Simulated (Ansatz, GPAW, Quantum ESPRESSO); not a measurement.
# Simulated XPS, UPS and emission spectra of AlN, part 6 of 7

Aim: the valence spectrum of AlN from He I to hard X-rays, and which orbitals make each feature.

Ansatz 0.2.0, Quantum ESPRESSO 7.5 and GPAW 26.7.0; DFT, PBE, plane-wave PAW, default files, scalar-relativistic (the session's first sound run).

So far. Step 4 (With LDA): At this level the gap is 4.24 eV on the path. Step 5 (Quantum ESPRESSO: self-consistent run): At this level the gap is 4.20 eV on the k-mesh of the self-consistent run, which can miss the band edges.

The database entry behind the starting cell differs from later determinations by our own check (inner coordinate u about 0.002 short), so it need not match the best structure at ambient conditions.

### Step 8. Quantum ESPRESSO: bands

Level of this step: DFT, PBE, plane waves, ultrasoft GBRV pseudopotentials, scalar-relativistic (Quantum ESPRESSO).

The bands are solved at chosen points on the fixed potential.

The input, bands.in:

```
&control
  calculation = 'bands'
  prefix = 'pes'
  outdir = './tmp'
  pseudo_dir = './pp'
  verbosity = 'high'
/
&system
  ibrav = 0
  nat = 4
  ntyp = 2
  ecutwfc = 40.0
  ecutrho = 200.0
  occupations = 'smearing'
  nbnd = 20
  smearing = 'fd'
  degauss = 0.00147
/
&electrons
  conv_thr = 4e-09
  mixing_beta = 0.5
  electron_maxstep = 120
  diago_full_acc = .true.
/
ATOMIC_SPECIES
Al 26.9815 al_pbe_v1.uspp.F.UPF
N 14.0070 n_pbe_v1.2.uspp.F.UPF
CELL_PARAMETERS angstrom
 3.113000000 0.000000000 0.000000000
 -1.556500000 2.695937082 0.000000000
 0.000000000 0.000000000 4.981000000
ATOMIC_POSITIONS crystal
Al 0.666666667 0.333333333 0.500000000
Al 0.333333333 0.666666667 0.000000000
N 0.666666667 0.333333333 0.880000000
N 0.333333333 0.666666667 0.380000000
K_POINTS crystal
93
 0.00000000 0.00000000 0.00000000 1
 0.05000000 0.00000000 0.00000000 1
 0.10000000 0.00000000 0.00000000 1
 0.15000000 0.00000000 0.00000000 1
 0.20000000 0.00000000 0.00000000 1
 0.25000000 0.00000000 0.00000000 1
 ! [... 85 more points ...]
 0.33333300 0.33333300 0.05000000 1
 0.33333300 0.33333300 0.00000000 1
```

Run with:

```bash
$ OMP_NUM_THREADS=1 mpirun -n 2 pw.x -nk 2 -in bands.in > bands.out
```

The program printed:

```text
[banner, memory and clock lines left out]
Program PWSCF v.7.5 starts

          URL

     Atomic positions and unit cell read from directory:
     ./tmp/pes.save/

     Message from routine setup:
     using ibrav=0 with symmetry is DISCOURAGED, use correct ibrav instead

     G-vector sticks info

     bravais-lattice index     =            0
     lattice parameter (alat)  =       5.8827  a.u.
     unit-cell volume          =     282.0993 (a.u.)^3
     number of atoms/cell      =            4
     number of atomic types    =            2
     number of electrons       =        16.00
     number of Kohn-Sham states=           20
     kinetic-energy cutoff     =      40.0000  Ry
     charge density cutoff     =     200.0000  Ry
     Exchange-correlation= SLA  PW   PBE  PBE
                           (   1   4   3   4   0   0   0)

     celldm(1)=   5.882717  celldm(2)=   0.000000  celldm(3)=   0.000000
     celldm(4)=   0.000000  celldm(5)=   0.000000  celldm(6)=   0.000000

     crystal axes: (cart. coord. in units of alat)
               a(1) = (   1.000000   0.000000   0.000000 )
               a(2) = (  -0.500000   0.866025   0.000000 )
               a(3) = (   0.000000   0.000000   1.600064 )

     reciprocal axes: (cart. coord. in units 2 pi/alat)
               b(1) = (  1.000000  0.577350 -0.000000 )
               b(2) = (  0.000000  1.154701  0.000000 )
               b(3) = (  0.000000 -0.000000  0.624975 )

     PseudoPot. # 1 for Al read from file:
     ./pp/al_pbe_v1.uspp.F.UPF
     Pseudo is Ultrasoft + core correction, Zval =  3.0
     Generated by new atomic code, or converted to UPF format
     Using radial grid of  893 points,  3 beta functions with:
                l(1) =   0
                l(2) =   1
                l(3) =   2
     Q(r) pseudized with  8 coefficients,  rinner =    0.900   0.900   0.900
                                                       0.900   0.900

     PseudoPot. # 2 for N  read from file:
     ./pp/n_pbe_v1.2.uspp.F.UPF
     Pseudo is Ultrasoft + core correction, Zval =  5.0
     Generated by new atomic code, or converted to UPF format
     Using radial grid of  729 points,  4 beta functions with:
                l(1) =   0
                l(2) =   0
                l(3) =   1
                l(4) =   1
     Q(r) pseudized with  8 coefficients,  rinner =    0.900   0.900   0.900

     atomic species   valence    mass     pseudopotential
     Al                3.00    26.98150     Al( 1.00)
     N                 5.00    14.00700     N ( 1.00)

     12 Sym. Ops. (no inversion) found ( 6 have fractional translation)

                                    s                        frac. trans.

      isym =  1     identity

 cryst.   s( 1) = (     1          0          0      )
                  (     0          1          0      )
                  (     0          0          1      )

 cart.    s( 1) = (  1.0000000  0.0000000  0.0000000 )
                  (  0.0000000  1.0000000  0.0000000 )
                  (  0.0000000  0.0000000  1.0000000 )

      isym =  2     180 deg rotation - cart. axis [0,0,1]

 cryst.   s( 2) = (    -1          0          0      )    f =(  0.0000000 )
                  (     0         -1          0      )       (  0.0000000 )
                  (     0          0          1      )       (  0.5000000 )

 cart.    s( 2) = ( -1.0000000  0.0000000  0.0000000 )    f =( -0.0000000 )
                  (  0.0000000 -1.0000000  0.0000000 )       (  0.0000000 )
                  (  0.0000000  0.0000000  1.0000000 )       (  0.8000321 )

      isym =  3      60 deg rotation - cryst. axis [0,0,1]

 cryst.   s( 3) = (     1          1          0      )    f =( -0.0000000 )
                  (    -1          0          0      )       (  0.0000000 )
                  (     0          0          1      )       (  0.5000000 )

 cart.    s( 3) = (  0.5000000 -0.8660254  0.0000000 )    f =( -0.0000000 )
                  (  0.8660254  0.5000000  0.0000000 )       (  0.0000000 )
                  (  0.0000000  0.0000000  1.0000000 )       (  0.8000321 )

      isym =  4      60 deg rotation - cryst. axis [0,0,-1]

 cryst.   s( 4) = (     0         -1          0      )    f =( -0.0000000 )
                  (     1          1          0      )       (  0.0000000 )
                  (     0          0          1      )       (  0.5000000 )

 cart.    s( 4) = (  0.5000000  0.8660254  0.0000000 )    f =( -0.0000000 )
                  ( -0.8660254  0.5000000  0.0000000 )       (  0.0000000 )
                  (  0.0000000  0.0000000  1.0000000 )       (  0.8000321 )

      isym =  5     120 deg rotation - cryst. axis [0,0,1]

 cryst.   s( 5) = (     0          1          0      )
                  (    -1         -1          0      )
                  (     0          0          1      )

 cart.    s( 5) = ( -0.5000000 -0.8660254  0.0000000 )
                  (  0.8660254 -0.5000000  0.0000000 )
                  (  0.0000000  0.0000000  1.0000000 )

      isym =  6     120 deg rotation - cryst. axis [0,0,-1]

 cryst.   s( 6) = (    -1         -1          0      )
                  (     1          0          0      )
                  (     0          0          1      )

 cart.    s( 6) = ( -0.5000000  0.8660254  0.0000000 )
                  ( -0.8660254 -0.5000000  0.0000000 )
                  (  0.0000000  0.0000000  1.0000000 )

      isym =  7     inv. 180 deg rotation - cart. axis [0,1,0]

 cryst.   s( 7) = (     1          0          0      )    f =( -0.0000000 )
                  (    -1         -1          0      )       (  0.0000000 )
                  (     0          0          1      )       (  0.5000000 )

 cart.    s( 7) = (  1.0000000  0.0000000  0.0000000 )    f =( -0.0000000 )
                  (  0.0000000 -1.0000000  0.0000000 )       (  0.0000000 )
                  (  0.0000000  0.0000000  1.0000000 )       (  0.8000321 )

      isym =  8     inv. 180 deg rotation - cart. axis [1,0,0]

 cryst.   s( 8) = (    -1          0          0      )
                  (     1          1          0      )
                  (     0          0          1      )

 cart.    s( 8) = ( -1.0000000  0.0000000  0.0000000 )
                  (  0.0000000  1.0000000  0.0000000 )
                  (  0.0000000  0.0000000  1.0000000 )

      isym =  9     inv. 180 deg rotation - cryst. axis [1,-1,0]

 cryst.   s( 9) = (     0          1          0      )    f =( -0.0000000 )
                  (     1          0          0      )       (  0.0000000 )
                  (     0          0          1      )       (  0.5000000 )

 cart.    s( 9) = ( -0.5000000  0.8660254  0.0000000 )    f =( -0.0000000 )
                  (  0.8660254  0.5000000  0.0000000 )       (  0.0000000 )
[...]
k(   15) = (   0.4333332   0.4041450   0.0000000), wk =   0.0215054
        k(   16) = (   0.4166665   0.4330124   0.0000000), wk =   0.0215054
[...]
cryst. coord.
[...]
k(   86) = (   0.3333330   0.3333330   0.3500000), wk =   0.0215054
        k(   87) = (   0.3333330   0.3333330   0.3000000), wk =   0.0215054
        k(   88) = (   0.3333330   0.3333330   0.2500000), wk =   0.0215054
        k(   89) = (   0.3333330   0.3333330   0.2000000), wk =   0.0215054
        k(   90) = (   0.3333330   0.3333330   0.1500000), wk =   0.0215054
        k(   91) = (   0.3333330   0.3333330   0.1000000), wk =   0.0215054
        k(   92) = (   0.3333330   0.3333330   0.0500000), wk =   0.0215054
        k(   93) = (   0.3333330   0.3333330   0.0000000), wk =   0.0215054

     Dense  grid:    13393 G-vectors     FFT dimensions: (  27,  27,  48)

     Smooth grid:     9619 G-vectors     FFT dimensions: (  24,  24,  40)

     Dynamical RAM for                 wfc:       0.37 MB

     Dynamical RAM for     wfc (w. buffer):       0.37 MB

     Dynamical RAM for           str. fact:       0.41 MB

     Dynamical RAM for           local pot:       0.00 MB

     Dynamical RAM for          nlocal pot:       0.63 MB

     Dynamical RAM for                qrad:       1.08 MB

     Dynamical RAM for          rho,v,vnew:       1.41 MB

     Dynamical RAM for           G-vectors:       0.84 MB

     Dynamical RAM for          h,s,v(r/c):       0.07 MB

     Dynamical RAM for          <psi|beta>:       0.01 MB

     Dynamical RAM for                 psi:       0.74 MB

     Dynamical RAM for                hpsi:       0.74 MB

     Dynamical RAM for                spsi:       0.74 MB

     Dynamical RAM for      wfcinit/wfcrot:       0.74 MB

     Dynamical RAM for           addusdens:       6.44 MB

     The potential is recalculated from file :
     ./tmp/pes.save/charge-density

     Starting wfcs are   16 randomized atomic wfcs +    4 random wfcs

     Band Structure Calculation
     Davidson diagonalization with overlap

     Computing kpt #:     1  of    47 on this pool

     Computing kpt #:     2  of    47 on this pool

     Computing kpt #:     3  of    47 on this pool

     Computing kpt #:     4  of    47 on this pool

     Computing kpt #:     5  of    47 on this pool

     Computing kpt #:     6  of    47 on this pool

     Computing kpt #:     7  of    47 on this pool

     Computing kpt #:     8  of    47 on this pool

     Computing kpt #:     9  of    47 on this pool

     Computing kpt #:    10  of    47 on this pool

     Computing kpt #:    11  of    47 on this pool

     Computing kpt #:    12  of    47 on this pool

     Computing kpt #:    13  of    47 on this pool

     Computing kpt #:    14  of    47 on this pool

     Computing kpt #:    15  of    47 on this pool

     Computing kpt #:    16  of    47 on this pool

[...]
Computing kpt #:    40  of    47 on this pool

     Computing kpt #:    41  of    47 on this pool

     Computing kpt #:    42  of    47 on this pool

     Computing kpt #:    43  of    47 on this pool

     Computing kpt #:    44  of    47 on this pool

     Computing kpt #:    45  of    47 on this pool

     Computing kpt #:    46  of    47 on this pool

     Computing kpt #:    47  of    47 on this pool

     ethr =  2.50E-11,  avg # of iterations = 27.1

     End of band structure calculation

          k = 0.0000 0.0000 0.0000 (  1177 PWs)   bands (ev):

    -8.1033  -5.9238   1.0785   6.2613   6.2613   6.9322   6.9322   7.1085
    11.3104  13.7193  17.6949  18.2040  18.2040  20.1304  20.1689  20.1689
    21.5389  21.5389  21.8767  24.3719

          k = 0.0500 0.0289 0.0000 (  1189 PWs)   bands (ev):

    -8.0712  -5.9053   1.1166   6.1064   6.2163   6.7696   6.9280   7.0958
    11.4733  13.8599  17.5618  17.9605  18.2965  20.0428  20.1861  20.2106
    21.0061  21.3736  22.5478  24.4725

          k = 0.1000 0.0577 0.0000 (  1189 PWs)   bands (ev):

    -7.9755  -5.8516   1.2303   5.6773   6.0949   6.3608   6.9088   7.0510
    11.8861  14.2278  17.1696  17.4188  18.5653  19.7515  20.1404  20.2241
    20.6252  21.1525  23.3410  24.9460

          k = 0.1500 0.0866 0.0000 (  1182 PWs)   bands (ev):

    -7.8194  -5.7679   1.4174   5.0628   5.8272   5.9245   6.8663   6.9687
    12.4085  14.6645  16.5302  16.9390  18.9747  19.4656  19.6227  19.9737
    20.8338  21.3169  23.8763  25.9232

          k = 0.2000 0.1155 0.0000 (  1184 PWs)   bands (ev):

    -7.6080  -5.6634   1.6740   4.3620   5.2469   5.7320   6.8004   6.8415
    12.9177  14.8851  15.7926  16.8089  19.0782  19.2635  19.2681  19.8230
    21.2214  21.7971  24.1478  27.2303

          k = 0.2500 0.1443 0.0000 (  1200 PWs)   bands (ev):

    -7.3498  -5.5518   1.9939   3.6536   4.6670   5.5387   6.6602   6.7187
    13.2904  14.6958  15.1800  17.0872  18.6997  18.9822  19.1455  20.3511
    21.6577  22.4446  24.2821  27.1486

          k = 0.3000 0.1732 0.0000 (  1210 PWs)   bands (ev):

    -7.0571  -5.4512   2.3666   2.9961   4.1237   5.3611   6.4181   6.6325
    13.3967  14.1816  14.9955  17.3519  18.6372  18.6771  19.1073  21.0186
    22.0399  23.2122  24.4112  26.6288

          k = 0.3500 0.2021 0.0000 (  1206 PWs)   bands (ev):

    -6.7484  -5.3822   2.4307   2.7796   3.6507   5.2115   6.1165   6.5529
    13.2708  13.6559  15.0757  17.3828  18.3514  18.9561  19.2065  21.6395
    22.2459  24.0813  24.6672  26.2552

          k = 0.4000 0.2309 0.0000 (  1208 PWs)   bands (ev):

[...]
22.2549  25.0171  25.0684  26.0358

          k = 0.4500 0.2598 0.0000 (  1206 PWs)   bands (ev):

[...]
22.4220  25.4779  25.8886  25.9170

          k = 0.5000 0.2887 0.0000 (  1216 PWs)   bands (ev):

[...]
22.5216  25.7170  25.8168  26.3073

          k = 0.4833 0.3175 0.0000 (  1210 PWs)   bands (ev):

[...]
22.4796  25.7096  25.8499  26.2363

          k = 0.4667 0.3464 0.0000 (  1218 PWs)   bands (ev):

[...]
22.3604  25.6879  25.9210  26.0774

          k = 0.4500 0.3753 0.0000 (  1222 PWs)   bands (ev):

[...]
22.4848  25.6537  25.7230  26.2013

          k = 0.4333 0.4041 0.0000 (  1216 PWs)   bands (ev):

[...]
22.6310  25.4275  25.6125  26.5106

          k = 0.4167 0.4330 0.0000 (  1212 PWs)   bands (ev):

[...]
22.7038  25.1681  25.5735  26.9373

[...]
k = 0.3333 0.5773 0.2187 (  1218 PWs)   bands (ev):

[...]
22.7618  22.7618  25.2705  25.2705

          k = 0.3333 0.5773 0.1875 (  1206 PWs)   bands (ev):

[...]
22.6047  22.7609  25.2910  25.2910

          k = 0.3333 0.5773 0.1562 (  1212 PWs)   bands (ev):

[...]
22.4112  23.3798  25.3331  25.3331

          k = 0.3333 0.5773 0.1250 (  1215 PWs)   bands (ev):

[...]
22.1985  24.0331  25.3926  25.3926

          k = 0.3333 0.5773 0.0937 (  1197 PWs)   bands (ev):

    -5.5660  -5.5660   2.3629   2.9727   2.9728   4.4712   5.1356   5.1356
    12.4899  15.4358  16.3231  16.3231  18.6770  18.6770  20.1994  21.9904
    21.9904  24.6910  25.4596  25.4596

          k = 0.3333 0.5773 0.0625 (  1200 PWs)   bands (ev):

    -5.5710  -5.5710   2.3112   3.1333   3.1333   4.5783   4.9205   4.9205
    12.3112  15.4616  16.5597  16.5597  18.6198  18.6198  20.2020  21.8139
    21.8139  25.3030  25.5209  25.5209

          k = 0.3333 0.5773 0.0312 (  1194 PWs)   bands (ev):

    -5.5741  -5.5741   2.2800   3.2586   3.2586   4.6459   4.7610   4.7610
    12.1994  15.4757  16.7245  16.7245  18.5742  18.5742  20.2060  21.6948
    21.6948  25.5639  25.5639  25.7754

          k = 0.3333 0.5773 0.0000 (  1200 PWs)   bands (ev):

    -5.5752  -5.5752   2.2695   3.3080   3.3081   4.6691   4.6999   4.6999
    12.1613  15.4802  16.7845  16.7845  18.5562  18.5562  20.2077  21.6527
    21.6527  25.5793  25.5793  25.9628

     XML data file, pseudopotentials, collected wavefunctions

                                        0.00s GPU  (    1532 calls)
```

Wall time 11 s (2 MPI ranks of Arm Neoverse V1, shared host).

This step gave:

```yaml
gap_on_the_path: 4.202 eV
least_direct_gap_on_the_path: 4.202 eV
valence_top_on_path: -1.00e-4 eV
```

Electronic bands along the path, in eV, zero at the valence-band maximum; v1 is the highest filled band, c1 the lowest empty one:

| point | v4 | v3 | v2 | v1 | c1 | c2 |
| --- | --- | --- | --- | --- | --- | --- |
| Γ | -0.85 | -0.18 | -0.18 | 0.00 | 4.20 | 6.61 |
| M | -3.37 | -2.10 | -1.80 | -0.68 | 5.80 | 5.82 |
| K | -3.80 | -2.44 | -2.41 | -2.41 | 5.05 | 8.37 |
| Γ | -0.85 | -0.18 | -0.18 | 0.00 | 4.20 | 6.61 |
| A | -0.52 | -0.52 | -0.52 | -0.52 | 6.44 | 6.44 |
| L | -1.47 | -1.47 | -1.37 | -1.37 | 5.31 | 5.31 |
| H | -3.87 | -3.87 | -0.81 | -0.81 | 7.43 | 7.43 |
| A | -0.52 | -0.52 | -0.52 | -0.52 | 6.44 | 6.44 |
| jump to L | -1.47 | -1.47 | -1.37 | -1.37 | 5.31 | 5.31 |
| M | -3.37 | -2.10 | -1.80 | -0.68 | 5.80 | 5.82 |
| jump to H | -3.87 | -3.87 | -0.81 | -0.81 | 7.43 | 7.43 |
| K | -3.80 | -2.44 | -2.41 | -2.41 | 5.05 | 8.37 |

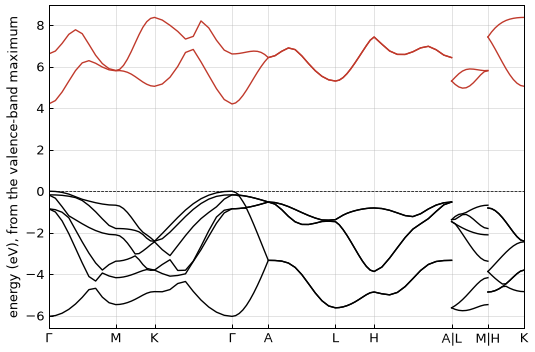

Electronic bands along the path; lines of filled and empty bands in two colours.

At this level the gap is 4.20 eV on the path.

On this path the gap is direct, 4.20 eV, with the valence top at Γ and the conduction bottom at Γ.

[end of part 6 of 7]

[Logs are printed without paths, hosts, clocks, repeated set-up lines and the standing remarks that a program may print on its own settings, such as how far it seeks lower states.]

[Hosts, paths, dates, database ids (printed as entryN), source tags and the programs' standing remarks are cut or masked in the printed files.]

[Maps of the electrostatic potential energy from Ansatz leave out the sawtooth potential of an applied field or a dipole correction, so their vacuum need not be flat; work functions include it.]

[Peak lists hold at most the 14 tallest peaks of each spectrum; further lines can be left out.]
